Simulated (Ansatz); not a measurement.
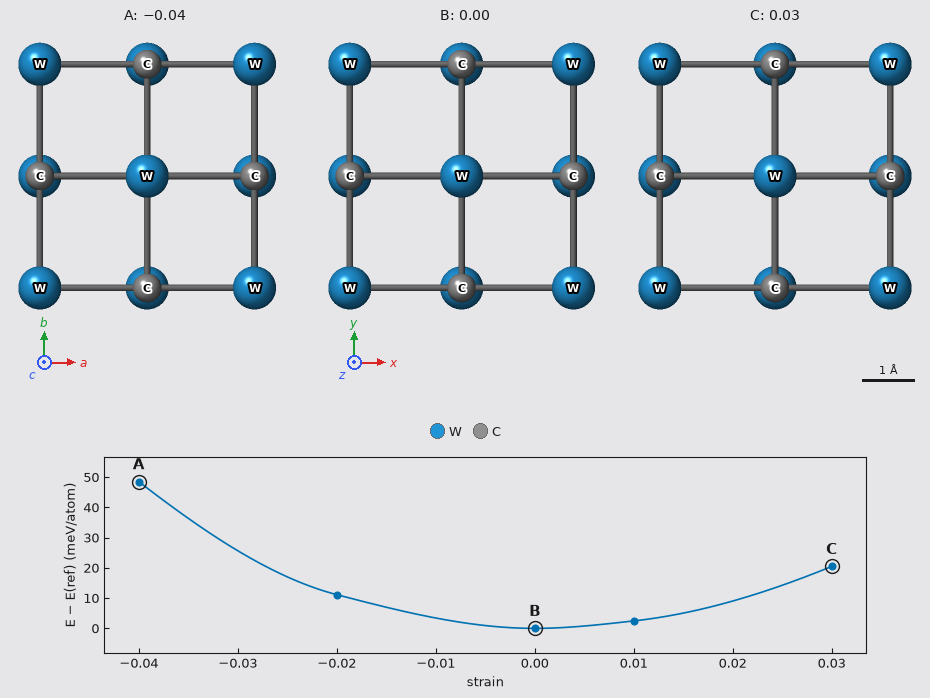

Energy scan for a crystal of WC (Fm-3m), in which the cell is strained along x alone, with the atoms kept at their fractional coordinates. x, y and z are the Cartesian axes of the input. The lettered frames are marked on the plot. A ball-and-stick model of the conventional cell (4 times the calculation's cell), seen along the c axis. Lengths and directions refer to the drawn axes.

These are results of DFT PBEsol, scalar-relativistic, plane waves, PAW (Ansatz 0.2.0), not measurements. Set-up: plane-wave cutoff 420 eV; k-point mesh 24 × 24 × 24; occupations gaussian; smearing width 0.15 eV; no spin polarisation. Energies (free energies at the smearing named) are counted from the relaxed crystal.

Read off the main features of the energy profile.

Answer. The lowest computed point lies at the strain 0.00 (0.0 meV/atom). The end points stand at 48.5 meV/atom (−0.04) and 20.5 meV/atom (0.03). The curvature at zero strain, (1/V) d²E/dε², is about 810 GPa; it is C₁₁ with clamped ions. The distortion takes the space group from Fm-3m to I4/mmm. At the strain −0.04 the cell of the drawing goes a 4.345 → 4.172 Å.

The computed points:

| strain | E − E(ref) (meV/atom) |
| --- | --- |
| −0.040 | 48.5 |
| −0.020 | 11.2 |
| 0.000 | 0.0 |
| 0.010 | 2.5 |
| 0.030 | 20.5 |
